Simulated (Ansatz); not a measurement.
```yaml
crystal:
  lattice:
    - [6.07489, 0.00000, 0.00000]
    - [0.00000, 0.00000, -6.07489]
    - [0.00000, 6.07489, 0.00000]
  atoms:
    - { symbol: Pt, position: [0.50000, 0.50000, 0.00000] }
    - { symbol: Pt, position: [0.00000, 0.50000, 0.50000] }
    - { symbol: Pt, position: [0.00000, 0.00000, 0.00000] }
    - { symbol: Pt, position: [0.50000, 0.00000, 0.50000] }
    - { symbol: Se, position: [0.25000, 0.75000, 0.25000] }
    - { symbol: Se, position: [0.75000, 0.75000, 0.75000] }
    - { symbol: Se, position: [0.75000, 0.25000, 0.25000] }
    - { symbol: Se, position: [0.25000, 0.25000, 0.75000] }
```

Space group F-43m; a generated structure, not necessarily the stable one; built by placing these elements on a known structure type; computed pressure about −13 GPa in this cell.

These are results of Kohn-Sham DFT of a periodic cell, r2SCAN, spin-orbit coupling, Ansatz PAW (Ansatz), not measurements.

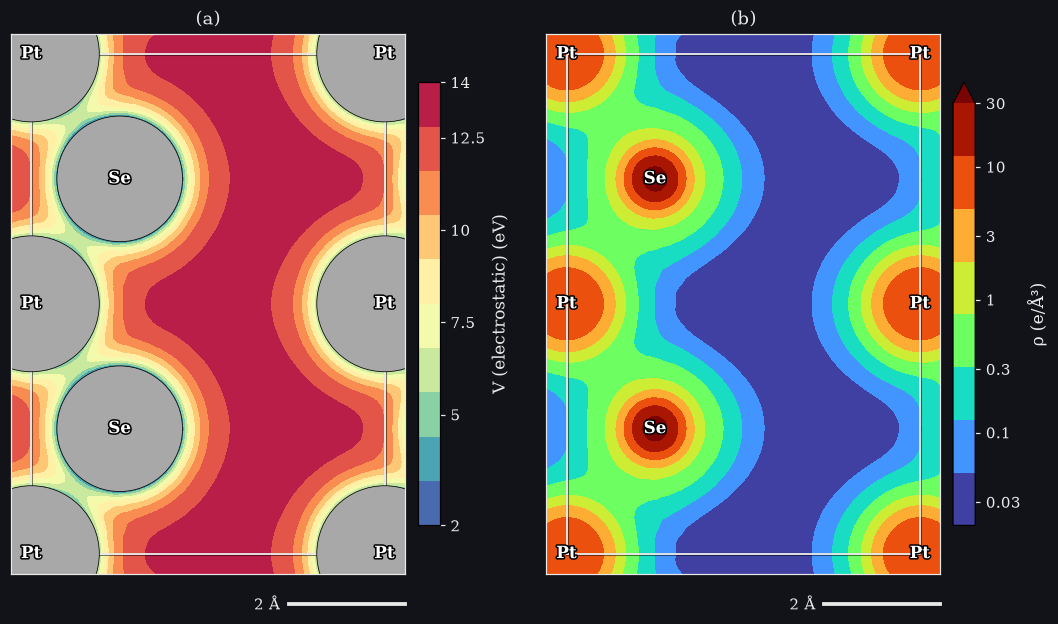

PtSe. (a) electrostatic potential energy of an electron; (b) valence electron density on the (011) plane of the conventional cell. Grey discs cover the atomic cores in the potential map.

### Interpret the plot.

Atoms in the plane: Pt and Se.
Pt–Se (2.63 Å): ρ at the midpoint is about 0.45 e/Å³.
Between the atoms the lowest density in this plane is 0.009 e/Å³.
Outside the cores the potential energy rises away from the atoms and is highest about 2.6 Å from the nearest atoms; its zero is arbitrary.

### Does the calculation make it a metal, or give it a gap?

It is gapless in this calculation (a metal or semimetal); semilocal functionals without U, or without the true magnetic order, often close the gap of such compounds.
